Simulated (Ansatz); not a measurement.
Consider Zn18O19 (cell with a defect).

The calculation's input:

```
crystal:
  lattice:
    - [-1.0e-10, -5.680065669, -5.2931776513]
    - [-4.9190811645, 2.8400328345, -5.2931776513]
    - [4.9190811645, 2.8400328344, -5.2931776513]
  atoms:
    - { symbol: Zn, position: [0.388688156, 0.0553548227, 0.0553548227] }
    - { symbol: Zn, position: [0.0553548227, 0.388688156, 0.0553548227] }
    - { symbol: Zn, position: [0.388688156, 0.7220214894, 0.388688156] }
    - { symbol: Zn, position: [0.388688156, 0.388688156, 0.7220214894] }
    - { symbol: Zn, position: [0.0553548227, 0.0553548227, 0.388688156] }
    - { symbol: Zn, position: [0.7224357712, 0.7132548841, 0.0645178635] }
    - { symbol: Zn, position: [0.7220214894, 0.388688156, 0.388688156] }
    - { symbol: Zn, position: [0.0502307648, 0.7201670698, 0.7206943733] }
    - { symbol: Zn, position: [0.716328196, 0.05872092, 0.7243790507] }
    - { symbol: Zn, position: [0.4442437116, 0.4442437116, 0.1109103782] }
    - { symbol: Zn, position: [0.1138845344, 0.7781756202, 0.1100665615] }
    - { symbol: Zn, position: [0.4442437116, 0.1109103782, 0.4442437116] }
    - { symbol: Zn, position: [0.4442437116, 0.7775770449, 0.7775770449] }
    - { symbol: Zn, position: [0.1109103782, 0.4442437116, 0.4442437116] }
    - { symbol: Zn, position: [0.7870586324, 0.1099974542, 0.1175175589] }
    - { symbol: Zn, position: [0.7775770449, 0.7775770449, 0.4442437116] }
    - { symbol: Zn, position: [0.1122108804, 0.1192372172, 0.7719810351] }
    - { symbol: Zn, position: [0.7775770449, 0.4442437116, 0.7775770449] }
    - { symbol: O, position: [0.2623196218, 0.9289862884, 0.9289862884] }
    - { symbol: O, position: [0.9289862884, 0.2623196218, 0.9289862884] }
    - { symbol: O, position: [0.2623196218, 0.5956529551, 0.2623196218] }
    - { symbol: O, position: [0.2623196218, 0.2623196218, 0.5956529551] }
    - { symbol: O, position: [0.9289862884, 0.9289862884, 0.2623196218] }
    - { symbol: O, position: [0.5956529551, 0.5956529551, 0.9289862884] }
    - { symbol: O, position: [0.5956529551, 0.2623196218, 0.2623196218] }
    - { symbol: O, position: [0.9289862884, 0.5956529551, 0.5956529551] }
    - { symbol: O, position: [0.5956529551, 0.9289862884, 0.5956529551] }
    - { symbol: O, position: [0.3178751773, 0.3178751773, 0.984541844] }
    - { symbol: O, position: [0.9830459095, 0.6337431289, 0.99097274] }
    - { symbol: O, position: [0.3178751773, 0.984541844, 0.3178751773] }
    - { symbol: O, position: [0.3178751773, 0.6512085106, 0.6512085106] }
    - { symbol: O, position: [0.984541844, 0.3178751773, 0.3178751773] }
    - { symbol: O, position: [0.6551406532, 0.9865418021, 0.9857761281] }
    - { symbol: O, position: [0.6512085106, 0.6512085106, 0.3178751773] }
    - { symbol: O, position: [0.984198517, 0.9828443899, 0.659496593] }
    - { symbol: O, position: [0.6512085106, 0.3178751773, 0.6512085106] }
    - { symbol: O, position: [0.9185028501, 0.9463108981, 0.9257667174] }
  host:
    lattice:
      - [3.279387443, 0.0, 0.0]
      - [-1.6396937215, 2.8400328345, 0.0]
      - [0.0, 0.0, 5.2931776513]
    atoms:
      - { symbol: Zn, position: [0.6666666667, 0.3333333333, 0.5006021986] }
      - { symbol: Zn, position: [0.3333333333, 0.6666666667, 0.0006021986] }
      - { symbol: O, position: [0.6666666667, 0.3333333333, 0.8797078014] }
      - { symbol: O, position: [0.3333333333, 0.6666666667, 0.3797078014] }
basis:
  ecutwfc: 420
  xc_grid: 2
kpoints:
  mp_grid: { grid: [2, 2, 2], shift: [0.5, 0.5, 0.5] }
hamiltonian:
  xc: pbe
scf:
  occupations: { method: gaussian, width: 0.02 }
output:
  forces: true
  stress: false
  eigenvalues: true
  charged_corrections:
    defect_position: [0.93055556, 0.93055556, 0.93055556]
    epsilon: [[10.5641, 0.0, 0.0], [0.0, 10.5641, 0.0], [0.0, 0.0, 11.6128]]
  write_density: true
  write_potential: true
  elf: true
  volumetric_format: npy
relax:
  adjacent_minimum: "off"
  f_tol: 0.03
  max_steps: 40
```

Command:

```sh
ansatz run input.yaml --threads 8 --pin off --max-ram 16384MiB --backend cpu --events-out ev --progress --plain --runs-dir out
```

The fields are those of the run's last geometry, not of the input's.

Theory: Ansatz 0.2.0, DFT PBE, scalar-relativistic, plane waves, PAW.

What can the converged valence pseudo-density and electron localisation function tell about the bonding?

Zn–O (1.96 Å): ρ at the midpoint is about 0.62 e/Å³; the ELF peaks at about 0.85 in the valence shell of O, 0.6 Å from its nucleus, and is about 0.25 at the midpoint; no shared electron pair shows on this line.
Zn–O (1.99 Å): the density is about 0.58 e/Å³ at the midpoint; the ELF peaks at about 0.85 in the valence shell of O, 0.6 Å from its nucleus, and is about 0.25 at the midpoint; no shared electron pair shows on this line.
Zn–O (2.01 Å): the density is about 0.55 e/Å³ at the midpoint; the ELF peaks at about 0.85 in the valence shell of O, 0.6 Å from its nucleus, and is about 0.25 at the midpoint: no localised pair shows between them.

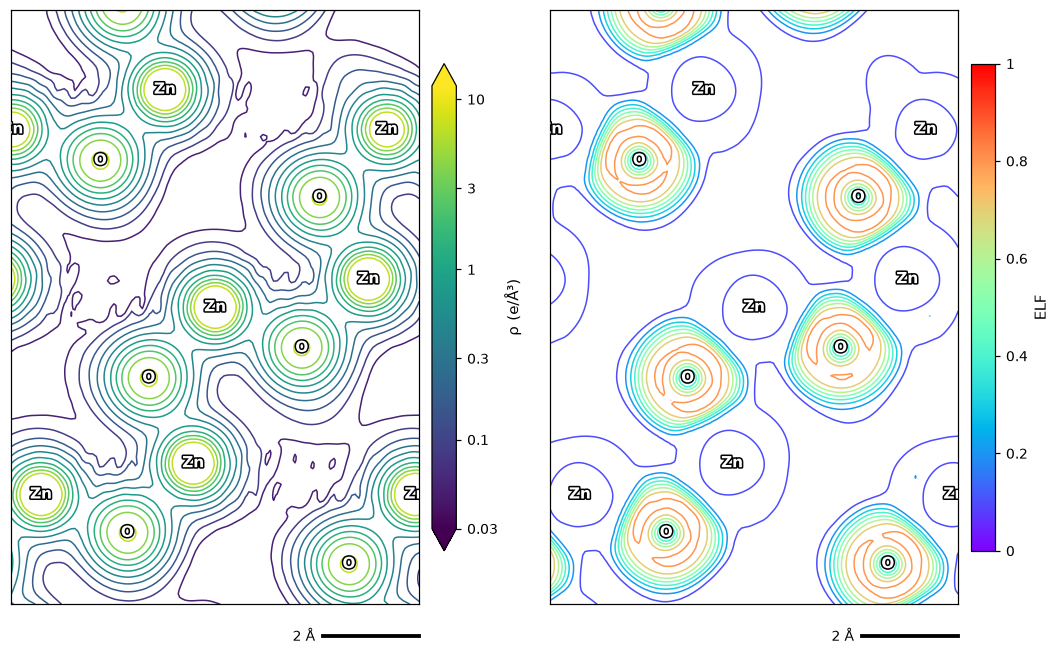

Computed valence pseudo-density and electron localisation function on the (011̄) plane of the calculation cell, in this order. 

Core electrons are frozen (PAW), and the valence fields are smoothed inside the atomic spheres.
